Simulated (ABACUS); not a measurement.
Band-structure run of InPd (part 1 of 2)

System: InPd (Pm-3m, 2 atoms in the cell).
Method: Kohn-Sham DFT of a periodic cell, PBE, SPMS ONCV 1.0 PBE, no spin polarisation (ABACUS 3.10.1).

The structure derives from a Materials Project entry. It belongs to a series of runs on one base structure; here: bands on the converged density.

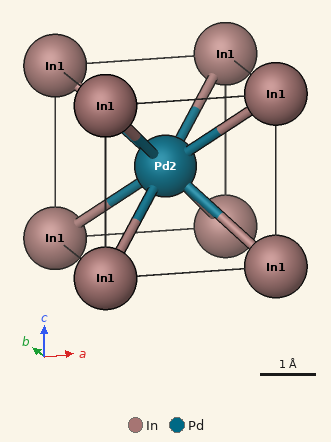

Fig. 1: The input geometry (ball-and-stick view of the cell of the calculation, seen slightly off an axis; atoms are numbered from 1 in the order of the input). Near neighbours in the crystal (not all of them lie inside the picture): In has 8 Pd at 2.83 Å; Pd has 8 In at 2.83 Å.

Summary

```json
{"quantity": "outcome", "value": "converged"}
{"quantity": "space group (tolerance 0.01 Å)", "value": "Pm-3m (221)"}
{"quantity": "electrons treated", "value": "31"}
{"quantity": "Fermi energy of the self-consistent step", "value": "17.964 eV"}
{"quantity": "hardware", "value": "4 threads of AMD EPYC (Zen 3), 32 GiB of memory available, shared host"}
{"quantity": "wall time", "value": "2.8 s (CPU time 6.9 s)"}
{"quantity": "peak memory", "value": "0.4 GiB"}
```

Remarks

Points of doubt noted for this run: home made orbitals.

Input file
```
INPUT_PARAMETERS
suffix              InPd
calculation         nscf
basis_type          lcao
pseudo_dir          ./
orbital_dir         ./
symmetry            -1
dft_functional      pbe
ecutwfc             100.0
pseudo_rcut         7
nspin               1
nbands              26
ks_solver           genelpa
smearing_method     fd
smearing_sigma      0.00367493
scf_thr             1e-07
scf_nmax            100
mixing_type         broyden
mixing_beta         0.7
init_chg            file
out_band            1
```

File STRU
```
ATOMIC_SPECIES
In 114.8180 49_In_13_2.5_3.1_pbe_n_v1.0.upf
Pd 106.4200 46_Pd_18_1.9_2.2_pbe_n_v1.0.upf

NUMERICAL_ORBITAL
In_confined-atom_8au_2s2p2d.orb
Pd_confined-atom_7au_3s2p2d1f.orb

LATTICE_CONSTANT
1.8897261246

LATTICE_VECTORS
3.2718847800 0.0000000000 0.0000000000
0.0000000000 3.2718847800 0.0000000000
0.0000000000 0.0000000000 3.2718847800

ATOMIC_POSITIONS
Cartesian

In
0.0
1
0.0000000000 0.0000000000 0.0000000000 1 1 1

Pd
0.0
1
1.6359423900 1.6359423900 1.6359423900 1 1 1
```

File KPT
```
K_POINTS
8
Line
0.00000000 0.00000000 0.00000000 10 // G
0.00000000 0.50000000 0.00000000 10 // X
0.50000000 0.50000000 0.00000000 10 // M
0.00000000 0.00000000 0.00000000 10 // G
0.50000000 0.50000000 0.50000000 10 // R
0.00000000 0.50000000 0.00000000 1 // X
0.50000000 0.50000000 0.00000000 10 // M
0.50000000 0.50000000 0.50000000 1 // R
```

Run as:
```bash
OMP_NUM_THREADS=1 mpirun -np 4 abacus > log
```

What the program printed
```
ABACUS v3.10.1

               Atomic-orbital Based Ab-initio Computation at UStc

 ------------------------------------------------------------------------------------

 READING GENERAL INFORMATION
                           global_out_dir = OUT.InPd/
                           global_in_card = INPUT
                               pseudo_dir = ./
                              orbital_dir = ./
                                    DSIZE = 4
                                    GSIZE = 1

 READING UNITCELL INFORMATION
                                    ntype = 2
                  lattice constant (Bohr) = 1.88973
              lattice constant (Angstrom) = 1

 READING ATOM TYPE 1
                               atom label = In
                      L=0, number of zeta = 2
                      L=1, number of zeta = 2
                      L=2, number of zeta = 2
             number of atom for this type = 1

 READING ATOM TYPE 2
                               atom label = Pd
                      L=0, number of zeta = 3
                      L=1, number of zeta = 2
                      L=2, number of zeta = 2
                      L=3, number of zeta = 1
             number of atom for this type = 1

                        TOTAL ATOM NUMBER = 2
CARTESIAN COORDINATES ( UNIT =       1.889726124600 Bohr ).
    atom                   x                   y                   z     mag                  vx                  vy                  vz
tauc_In1            0.0000000000        0.0000000000        0.0000000000  0.0000        0.0000000000        0.0000000000        0.0000000000
tauc_Pd1            1.6359423900        1.6359423900        1.6359423900  0.0000        0.0000000000        0.0000000000        0.0000000000

                          Volume (Bohr^3) = 236.369
                             Volume (A^3) = 35.0262

 Lattice vectors: (Cartesian coordinate: in unit of a_0)
             +3.27188                  +0                  +0
                   +0            +3.27188                  +0
                   +0                  +0            +3.27188
 Reciprocal vectors: (Cartesian coordinate: in unit of 2 pi/a_0)
            +0.305634                  -0                  +0
                   -0           +0.305634                  -0
                   +0                  -0           +0.305634
 The esolver type has been set to : ksdft_lcao

                PAO radial cut off (Bohr) = 7

 Read in pseudopotential file is 49_In_13_2.5_3.1_pbe_n_v1.0.upf
                     pseudopotential type = NC
          exchange-correlation functional = PBE
                 nonlocal core correction = 1
                        valence electrons = 13
                                     lmax = 2
                           number of zeta = 3
                     number of projectors = 6
                           L of projector = 0
                           L of projector = 0
                           L of projector = 1
                           L of projector = 1
                           L of projector = 2
                           L of projector = 2
                PAO radial cut off (Bohr) = 7

 Read in pseudopotential file is 46_Pd_18_1.9_2.2_pbe_n_v1.0.upf
                     pseudopotential type = NC
          exchange-correlation functional = PBE
                 nonlocal core correction = 1
                        valence electrons = 18
                                     lmax = 2
                           number of zeta = 3
                     number of projectors = 6
                           L of projector = 0
                           L of projector = 0
                           L of projector = 1
                           L of projector = 1
                           L of projector = 2
                           L of projector = 2
     initial pseudo atomic orbital number = 18

 SETUP THE ELECTRONS NUMBER
            electron number of element In = 13
      total electron number of element In = 13
            electron number of element Pd = 18
      total electron number of element Pd = 18
            AUTOSET number of electrons:  = 31
                           occupied bands = 16
                                   NLOCAL = 44
                                   NBANDS = 26
                                   NBANDS = 26
                                   NLOCAL = 44

%%%%%%%%%%%%%%%%%%%%%%%%%%%%%%%%%%%%%%%%%%%%%%%%%%%%%%%%%%%%%%%%%%%%%%%%%%%%%%%%%%%%%%%%%%%%%%%%%%%%%%%%%%
 Warning: the number of valence electrons in pseudopotential > 3 for In: [Kr] 4d10 5s2 5p1
 Warning: the number of valence electrons in pseudopotential > 10 for Pd: [Kr] 4d10
 Pseudopotentials with additional electrons can yield (more) accurate outcomes, but may be less efficient.
 If you're confident that your chosen pseudopotential is appropriate, you can safely ignore this warning.
%%%%%%%%%%%%%%%%%%%%%%%%%%%%%%%%%%%%%%%%%%%%%%%%%%%%%%%%%%%%%%%%%%%%%%%%%%%%%%%%%%%%%%%%%%%%%%%%%%%%%%%%%%

 SETUP THE PLANE WAVE BASIS
 energy cutoff for charge/potential (unit:Ry) = 400
            fft grid for charge/potential = [ 40, 40, 40 ]
                        fft grid division = [ 5, 5, 5 ]
        big fft grid for charge/potential = [ 8, 8, 8 ]
                                     nbxx = 128
                                     nrxx = 16000

 SETUP PLANE WAVES FOR CHARGE/POTENTIAL
                    number of plane waves = 31919
                         number of sticks = 1209

 PARALLEL PW FOR CHARGE/POTENTIAL
     PROC   COLUMNS(POT)             PW
        1            303           7981
        2            303           7981
        3            302           7978
        4            301           7979
 --------------- sum -------------------
        4           1209          31919
                            number of |g| = 323
                                  max |g| = 36.1506
                                  min |g| = 0

----------- Double Check Mixing Parameters Begin ------------
mixing_type: broyden
mixing_beta: 0.7
mixing_gg0: 1
mixing_gg0_min: 0.1
mixing_ndim: 8
----------- Double Check Mixing Parameters End ------------

 SETUP K-POINTS
                                    nspin = 1
                                   nkstot = 62
K-POINTS DIRECT COORDINATES
 KPOINTS    DIRECT_X    DIRECT_Y    DIRECT_Z  WEIGHT
       1  0.00000000  0.00000000  0.00000000  1.0000
       2  0.00000000  0.05000000  0.00000000  1.0000
       3  0.00000000  0.10000000  0.00000000  1.0000
       4  0.00000000  0.15000000  0.00000000  1.0000
       5  0.00000000  0.20000000  0.00000000  1.0000
       6  0.00000000  0.25000000  0.00000000  1.0000
       7  0.00000000  0.30000000  0.00000000  1.0000
       8  0.00000000  0.35000000  0.00000000  1.0000
       9  0.00000000  0.40000000  0.00000000  1.0000
      10  0.00000000  0.45000000  0.00000000  1.0000
      11  0.00000000  0.50000000  0.00000000  1.0000
      12  0.05000000  0.50000000  0.00000000  1.0000
      13  0.10000000  0.50000000  0.00000000  1.0000
      14  0.15000000  0.50000000  0.00000000  1.0000
      15  0.20000000  0.50000000  0.00000000  1.0000
      16  0.25000000  0.50000000  0.00000000  1.0000
      17  0.30000000  0.50000000  0.00000000  1.0000
      18  0.35000000  0.50000000  0.00000000  1.0000
      19  0.40000000  0.50000000  0.00000000  1.0000
      20  0.45000000  0.50000000  0.00000000  1.0000
      21  0.50000000  0.50000000  0.00000000  1.0000
      22  0.45000000  0.45000000  0.00000000  1.0000
      23  0.40000000  0.40000000  0.00000000  1.0000
      24  0.35000000  0.35000000  0.00000000  1.0000
      25  0.30000000  0.30000000  0.00000000  1.0000
      26  0.25000000  0.25000000  0.00000000  1.0000
      27  0.20000000  0.20000000  0.00000000  1.0000
      28  0.15000000  0.15000000  0.00000000  1.0000
      29  0.10000000  0.10000000  0.00000000  1.0000
      30  0.05000000  0.05000000  0.00000000  1.0000
[... 32 further k points ...]

           k-point number in this process = 62
       minimum distributed K point number = 62

[... K-POINTS CARTESIAN COORDINATES: 62 rows ...]

[... K-POINTS DIRECT COORDINATES: 62 rows ...]

 SETUP PLANE WAVES FOR WAVE FUNCTIONS
     energy cutoff for wavefunc (unit:Ry) = 100
              fft grid for wave functions = [ 40, 40, 40 ]
                    number of plane waves = 5137
                         number of sticks = 357

 PARALLEL PW FOR WAVE FUNCTIONS
     PROC   COLUMNS(POT)             PW
        1             90           1286
        2             89           1283
        3             89           1285
        4             89           1283
 --------------- sum -------------------
        4            357           5137

 SET NONLOCAL PSEUDOPOTENTIAL PROJECTORS
 SET NONLOCAL PSEUDOPOTENTIAL PROJECTORS
 max number of nonlocal projetors among all species is 6

 -------------------------------------------
 NONSELF-CONSISTENT
 -------------------------------------------

 SETUP SEARCHING RADIUS FOR PROGRAM TO SEARCH ADJACENT ATOMS
                  longest orb rcut (Bohr) = 8
   longest nonlocal projector rcut (Bohr) = 3.1
                     search radius (Bohr) = 22.2
              searching radius is (Bohr)) = 22.2
         searching radius unit is (Bohr)) = 1.89
                         PeriodicBoundary = 1
                        Radius(unit:lat0) = 11.7
                                   glayer = [ 5, 5, 5 ]
                             glayer_minus = [ 4, 4, 4 ]
```
